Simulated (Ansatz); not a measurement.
## GaN: band-structure calculation

- system: GaN (P6₃mc, 4 atoms in the cell)
- method: DFT, PBE, plane waves, PAW, no spin polarisation (Ansatz 0.2.0)

The structure was built on a prototype by a generator. The geometry comes from this level: r2SCAN (a point of a series of strains). It belongs to a series of runs on one base structure; here: epitaxial_xy strain -4.0%.

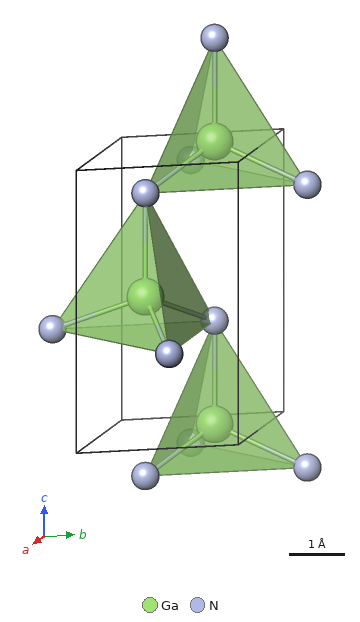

The structure (polyhedral view of the cell of the calculation, seen slightly off an axis; polyhedra are completed across the faces of the cell).

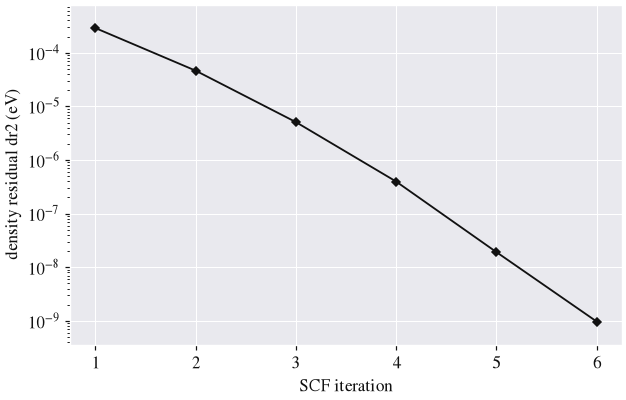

Convergence of the self-consistent field: density residual dr2 against the SCF iteration. The residual falls at every step.

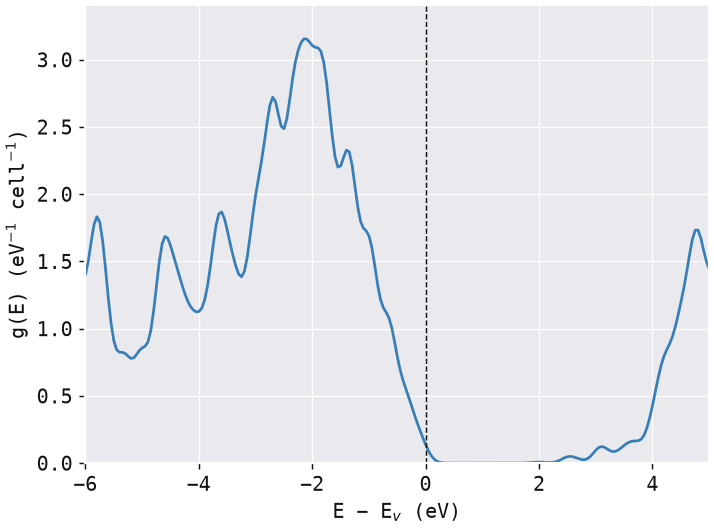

Density of states (the curve is built from the levels of the k mesh with Gaussians 0.3 eV wide, which also blur the band edges), with energies from the valence-band top. There is a gap of 1.99 eV on the k-point mesh. Small ripples come from the finite k-point mesh.

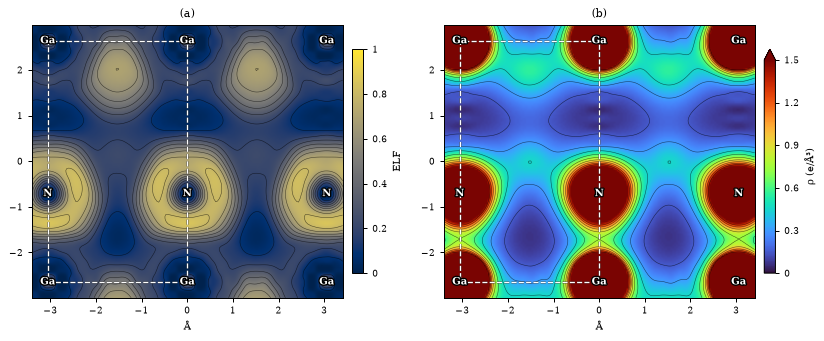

(a) ELF; (b) valence pseudo-density on the (010) plane of the conventional cell. Away from the nuclei the density in this plane falls to 0.05 e/Å³ at its lowest. In a PAW calculation such maps are meaningful between the atoms, not at the nuclei.

The input and output of the run follow.

## Input file
```yaml
crystal:
  lattice:
    - [3.0558234011, 0.0, 0.0]
    - [-1.5279117005, 2.6464206948, 0.0]
    - [0.0, 0.0, 5.2837860489]
  atoms:
    - { symbol: Ga, position: [0.3333333333, 0.6666666667, 0.0044698793] }
    - { symbol: Ga, position: [0.6666666667, 0.3333333333, 0.5044698793] }
    - { symbol: "N", position: [0.3333333333, 0.6666666667, 0.3705301207] }
    - { symbol: "N", position: [0.6666666667, 0.3333333333, 0.8705301207] }
kpoints:
  mp_grid: { grid: [12, 12, 6] }
  band_path:
    path:
      - [0.0, 0.0, 0.0]
      - [0.5, 0.0, 0.0]
      - [0.3333333333, 0.3333333333, 0.0]
      - [0.0, 0.0, 0.5]
      - [0.5, 0.0, 0.5]
      - [0.3333333333, 0.3333333333, 0.5]
    npoints: 1
hamiltonian:
  xc: pbe
scf:
  occupations: { method: fermi_dirac, width: 0.02 }
  n_extra_bands: 5
output:
  forces: true
  stress: true
  eigenvalues: true
  write_density: true
  write_potential: true
  elf: true
  volumetric_format: npy
```

Run as:
```bash
ansatz run input.yaml --threads 2 --pin off --max-ram 20275MiB --backend cpu --events-out ev --progress --plain --runs-dir out
```

## The program's output
```
scf.n_extra_bands = 5 over 18 filled bands (N_el = 36.0): the run solves 23 bands
Engine: ansatz 0.2.0, x86_64-unknown-linux-gnu
Pseudopotentials: kind: paw
Pseudopotential: Ga, paw, valence charge 13, recommended cutoff 420 eV (normal), Ga.paw.azcp
Pseudopotential: N, paw, valence charge 5, recommended cutoff 420 eV (normal), N.paw.azcp
Functional definition: PBE
  parameter kappa = 0.804
  parameter beta = 0.06672455060314922
  exchange = pbe_x(kappa = kappa, mu = beta*pi^2/3)
  correlation = pbe_c(beta = beta)
Crystal: 4 atoms, lattice volume = 42.730 Å³
Basis set: ecut = 420 eV, 845 PW (Γ), exchange–correlation on 48×48×72 points (8 copies of the dense FFT grid, shifted against one another)
Bands: 23, of which v1, the nominal top of the filled ones, is band 18 counted from 1 (17 counted from 0)
Symmetry: 12 space group operations
Space group: P63mc (ITA 186), of the structure as read, at distance tolerance 3.5e-5 Å
k-points: 76 of 864 (time reversal used)
Non-local potential: Ga, projectors of the file, l = 0: 2, l = 1: 2, l = 2: 3, l = 3: 1
Non-local potential: N, projectors of the file, l = 0: 2, l = 1: 2, l = 2: 1
PAW form: soft (Blöchl's): semilocal exchange-correlation on the pseudo side does not see the compensation charge
PAW one-centre angular grid: Ga, 590 points (default); XC on 64 Gauss nodes
PAW one-centre angular grid: N, 110 points (default); XC on 64 Gauss nodes
Initial density: superposition of atomic densities (neutral atoms: chi_scale 0, normalization atom), corrected by the library's trained network
Initial wavefunctions: pseudopotential atomic-orbital guess
Functional: x = pbe(κ = 0.804, μ = 0.2195149727645171), c = pbe(β = 0.06672455060314922)
SCF iter   1: F=—  HF=-8335.486944 eV  |F-HF|=—  |Δ(HF+E_count)|=         —  Δρ=1.25e-3  dr2=2.89e-4  ethr=1.77e-3  ⟨swp⟩=5.5  Hψ=7462  notcnv=0
preconditioner: auto → none  [insulator: Δε(μ)=1.988 eV  Ē_g=17.660 eV  σ=0.020 eV  W_gap=1.00  n_scr=10 (ndim 8)  ℏωp=34.1 eV  f_vac=0.001  D(μ)=0.00/eV (n_scr^D=0)  ε∞_Penn≈4.7]
SCF iter   2: F=—  HF=-8335.487478 eV  |F-HF|=—  |Δ(HF+E_count)|=   5.35e-4  Δρ=5.64e-4  dr2=4.64e-5  ethr=8.02e-7  ⟨swp⟩=2.0  Hψ=3776  notcnv=0  defer=5
SCF iter   3: F=—  HF=-8335.487630 eV  |F-HF|=—  |Δ(HF+E_count)|=   1.52e-4  Δρ=1.66e-4  dr2=5.10e-6  ethr=1.29e-7  ⟨swp⟩=2.0  Hψ=3033  notcnv=0  defer=5
SCF iter   4: F=—  HF=-8335.487633 eV  |F-HF|=—  |Δ(HF+E_count)|=   3.10e-6  Δρ=4.70e-5  dr2=3.97e-7  ethr=1.42e-8  ⟨swp⟩=2.0  Hψ=3040  notcnv=0  defer=5
iter 5 did not close the SCF: its close was put off for the readings that it lacked (scf_convergence_deferred on its scf_iter line)
SCF iter   5: F=-8335.487635 eV  HF=-8335.487635 eV  |F-HF|=7.07e-8  |Δ(HF+E_count)|=   1.10e-6  Δρ=1.02e-5  dr2=1.92e-8  ethr=1.10e-9  ⟨swp⟩=2.5  Hψ=3040  notcnv=0  defer=5
SCF iter   6: F=-8335.487635 eV  HF=-8335.487635 eV  |F-HF|=1.99e-9  |Δ(HF+E_count)|=   7.58e-8  Δρ=2.15e-6  dr2=9.74e-10  ethr=5.32e-11  ⟨swp⟩=7.2  Hψ=10602  notcnv=0
SCF 1 converged in 6 iterations: F = -8335.487635 eV  dr2 = 9.74e-10
  greatest PAW one-centre occupation: 0.995 electrons in one spin orbital (limit 2), on the Ga atom at site 1 (counted from 0), in its partial waves of l = 2
NSCF: frozen V_eff on 6 k-points
SCF converged after 6 iterations
Free energy (F): -8335.487635 eV
Harris-Foulkes:  -8335.487635 eV  (|F-HF|=1.99e-9)
Internal energy: -8335.487635 eV  (E = F + TS)
E sigma→0 (E₀):  -8335.487635 eV
Fermi energy:    11.908921 eV
--- Per-component energies (eV) ---
  E_band       = 23.073109
  E_kinetic    = 500.191539
  E_local      = -3794.243023  (includes V_loc(G=0)·N_el)
  E_nonlocal   = 949.148875
  E_hartree    = 1756.224403
  E_xc         = -259.760236
  E_vxc        = -271.150119  (∫ρ·V_xc dr)
  E_paw        = -4240.181138  (= ΣΔE_a)
  E_vpaw       = -873.322262  (= ΣTr[D̂ρ^β])
  E_aug_tail   = -0.000062  (compensation charges beyond the density's cutoff)
  E_ewald      = -3246.867992
  E_smearing   = -0.000000  (= −TS)
  E_closure    = 0.000000  (closes the sum)
  Σ components = -8335.487635   (vs F -8335.487635, Δ=0.00e0)
--- Forces (eV/Å), atoms counted from 1 ---
  atom   1  Ga    -0.00000000    -0.00000000     0.05460380
  atom   2  Ga     0.00000000     0.00000000     0.05460380
  atom   3  N     -0.00000000     0.00000000    -0.05462246
  atom   4  N      0.00000000     0.00000000    -0.05462246
  max |Σ_I F_I| component: 3.73e-5 eV/Å
--- Stress (GPa, compression-positive) ---
       26.743393      -0.000000       0.000000
       -0.000000      26.743393       0.000000
        0.000000       0.000000       7.100161
  P = ⅓ Tr σ = 20.1956 GPa (201.956 kbar)
--- Band table (eV; the first three rows and the last of 76) ---
  k-point 0: bands = ["-5.8116", "-4.7365", "-2.8550", "-2.8122", "-2.8122", "-2.7474", "-2.7474", "-2.4906", "-2.4906", "-2.3924", "-2.3924", "-1.3823", "2.9767", "9.9439", "9.9439", "10.4020", "10.9043", "10.9043", "12.8968", "16.1291", "19.8356", "21.0479", "21.6297"]
  k-point 1: bands = ["-5.7299", "-4.7873", "-2.8328", "-2.8096", "-2.8096", "-2.7534", "-2.7534", "-2.4824", "-2.4824", "-2.3974", "-2.3974", "-1.6522", "3.5021", "9.5607", "10.0051", "10.0051", "10.8372", "10.8372", "13.5992", "16.1282", "19.6854", "20.6264", "21.6669"]
  k-point 2: bands = ["-5.5074", "-4.9486", "-2.8013", "-2.8013", "-2.7687", "-2.7687", "-2.7464", "-2.4612", "-2.4612", "-2.4123", "-2.4123", "-2.1519", "4.7585", "8.0103", "10.1742", "10.1742", "10.6543", "10.6543", "14.7151", "16.0347", "19.3994", "19.8660", "21.8196"]
  k-point 75: bands = ["-4.4939", "-4.4939", "-2.6675", "-2.6675", "-2.6543", "-2.6543", "-2.4893", "-2.4893", "-2.4427", "-2.4427", "-0.5684", "-0.5684", "4.4313", "4.4313", "6.2620", "6.2620", "8.8437", "8.8437", "17.1349", "17.1349", "17.8691", "17.8691", "20.7417"]
```

## File bands.tsv
```
# k_distance	band_0	band_1	band_2	band_3	band_4	band_5	band_6	band_7	band_8	band_9	band_10	band_11	band_12	band_13	band_14	band_15	band_16	band_17	band_18	band_19	band_20	band_21	band_22
# fermi_ev = 11.908921
# lock_threshold_ev = 1e-6
# [0, 0, 0] at k_distance = 0.000000
# [0.5, 0, 0] at k_distance = 1.187110
# [0.3333333333, 0.3333333333, 0] at k_distance = 1.872488
# [0, 0, 0.5] at k_distance = 3.366640
# [0.5, 0, 0.5] at k_distance = 4.553750
# [0.3333333333, 0.3333333333, 0.5] at k_distance = 5.239129
# levels_relative_to = fermi_ev
# free_energy_ev = -8335.487635
# largest_residual_norms_ev = 1.904e-4 2.819e-4 4.560e-4 4.441e-4 6.198e-4 8.099e-4 9.739e-4 5.700e-4 4.915e-4 5.222e-4 5.833e-4 6.160e-4 2.509e-4 2.782e-4 5.181e-4 6.576e-4 8.489e-4 1.288e-3 6.926e-4 1.002e-3 7.290e-4 1.417e-3 5.322e-4
0.000000	-17.720513	-16.645462	-14.763920	-14.721120	-14.721120	-14.656313	-14.656313	-14.399550	-14.399550	-14.301281	-14.301281	-13.291257	-8.932262	-1.964976	-1.964976	-1.506925	-1.004620	-1.004620	0.987870	4.220142	7.926640	9.138970	9.720770
1.187110	-16.604463	-16.388040	-14.679521	-14.621086	-14.514683	-14.498302	-14.413913	-14.391671	-14.293086	-14.266172	-13.073049	-12.610586	-7.974387	-6.786317	-5.740214	-3.816463	-3.706430	-2.131115	4.437636	4.516532	4.877957	7.733698	9.262836
1.872488	-16.434120	-16.434120	-14.729235	-14.469908	-14.469908	-14.457079	-14.429355	-14.429355	-14.386742	-14.356380	-12.492841	-12.492841	-6.729831	-6.722929	-6.722929	-4.429076	-4.429076	-4.180952	3.512095	7.210343	7.210343	7.580130	8.706096
3.366640	-17.121777	-17.121777	-14.695579	-14.695579	-14.695579	-14.695579	-14.447687	-14.447687	-14.344119	-14.344119	-14.344119	-14.344119	-5.569483	-5.569483	-1.497636	-1.497636	-1.497636	-1.497636	3.691704	3.691704	7.473279	7.473279	10.237461
4.553750	-16.460643	-16.460643	-14.672373	-14.672373	-14.514302	-14.514302	-14.375488	-14.375488	-14.286668	-14.286668	-12.878274	-12.878274	-8.058741	-8.058741	-3.503243	-3.503243	-3.040737	-3.040737	3.219628	3.219628	7.060923	7.060923	9.120208
5.239129	-16.402827	-16.402827	-14.576405	-14.576405	-14.563205	-14.563205	-14.398234	-14.398234	-14.351602	-14.351602	-12.477330	-12.477330	-7.477590	-7.477590	-5.646944	-5.646944	-3.065234	-3.065234	5.225995	5.225995	5.960179	5.960179	8.832771
```

## File rho_z.tsv
```
# z_ang	rho[e/angstrom^3]
# format = ansatz-planar-average/11
# lattice	3.055823401	-0.000000000	0.000000000
# lattice	-1.527911701	2.646420695	0.000000000
# lattice	0.000000000	0.000000000	5.283786049
# sites	4
# site	31	0.000000000	1.764280463	0.023617886
# site	31	1.527911701	0.882140232	2.665510910
# site	7	0.000000000	1.764280463	1.957801882
# site	7	1.527911701	0.882140232	4.599694907
0.000000	2.336760e0
0.146772	1.986729e0
0.293544	1.200249e0
0.440316	5.995589e-1
0.587087	3.208665e-1
0.733859	2.171238e-1
0.880631	1.837652e-1
1.027403	1.886662e-1
1.174175	2.250750e-1
1.320947	2.959506e-1
1.467718	4.057237e-1
1.614490	5.448816e-1
1.761262	6.806017e-1
1.908034	7.907100e-1
2.054806	8.792938e-1
2.201578	1.010495e0
2.348349	1.350169e0
2.495121	1.948388e0
2.641893	2.336760e0
2.788665	1.986729e0
2.935437	1.200249e0
3.082209	5.995589e-1
3.228980	3.208665e-1
3.375752	2.171238e-1
3.522524	1.837652e-1
3.669296	1.886662e-1
3.816068	2.250750e-1
3.962840	2.959506e-1
4.109611	4.057237e-1
4.256383	5.448816e-1
4.403155	6.806017e-1
4.549927	7.907100e-1
4.696699	8.792938e-1
4.843471	1.010495e0
4.990242	1.350169e0
5.137014	1.948388e0
```

## File v_z.tsv
```
# z_ang	v_es[eV]	v_tot[eV]
# format = ansatz-planar-average/11
# xc	pbe
# density_cutoff_ev	1680
# datasets	Ga=:simpson_from_first_knot:soft	N=:simpson_from_first_knot:soft
# lattice	3.055823401	-0.000000000	0.000000000
# lattice	-1.527911701	2.646420695	0.000000000
# lattice	0.000000000	0.000000000	5.283786049
# sites	4
# site	31	0.000000000	1.764280463	0.023617886
# site	31	1.527911701	0.882140232	2.665510910
# site	7	0.000000000	1.764280463	1.957801882
# site	7	1.527911701	0.882140232	4.599694907
0.000000	3.049703e0	-1.017106e1
0.146772	3.711341e0	-8.791124e0
0.293544	4.328980e0	-7.300750e0
0.440316	5.305613e0	-5.285482e0
0.587087	6.731987e0	-2.747692e0
0.733859	8.598984e0	-4.371566e-2
0.880631	1.055908e1	2.124223e0
1.027403	1.196908e1	3.484035e0
1.174175	1.252576e1	3.766933e0
1.320947	1.190898e1	2.434939e0
1.467718	9.901644e0	-4.819525e-1
1.614490	7.045269e0	-4.267588e0
1.761262	3.910122e0	-8.263371e0
1.908034	1.144105e0	-1.176689e1
2.054806	-4.819101e-1	-1.397615e1
2.201578	-6.361658e-1	-1.453164e1
2.348349	3.619232e-1	-1.363342e1
2.495121	1.825460e0	-1.193039e1
2.641893	3.049703e0	-1.017106e1
2.788665	3.711341e0	-8.791124e0
2.935437	4.328980e0	-7.300750e0
3.082209	5.305613e0	-5.285482e0
3.228980	6.731987e0	-2.747692e0
3.375752	8.598984e0	-4.371566e-2
3.522524	1.055908e1	2.124223e0
3.669296	1.196908e1	3.484035e0
3.816068	1.252576e1	3.766933e0
3.962840	1.190898e1	2.434939e0
4.109611	9.901644e0	-4.819525e-1
4.256383	7.045269e0	-4.267588e0
4.403155	3.910122e0	-8.263371e0
4.549927	1.144105e0	-1.176689e1
4.696699	-4.819101e-1	-1.397615e1
4.843471	-6.361658e-1	-1.453164e1
4.990242	3.619232e-1	-1.363342e1
5.137014	1.825460e0	-1.193039e1
```

## Summary

| quantity | value |
| --- | --- |
| outcome | converged |
| space group (tolerance 0.01 Å) | P6₃mc (186) |
| electrons treated | 36 |
| free energy | −8335.4876 eV |
| Fermi energy | 11.909 eV |
| gap on the k-point mesh | 1.99 eV |
| pressure | 20.20 GPa |
| largest force (length of the vector) | 0.055 eV/Å |
| hardware | 2 threads of AMD EPYC (Zen 3), 144 GiB of memory available, shared host |
| wall time | 3 s (CPU time 5.6 s) |
| peak memory | 0.6 GiB |
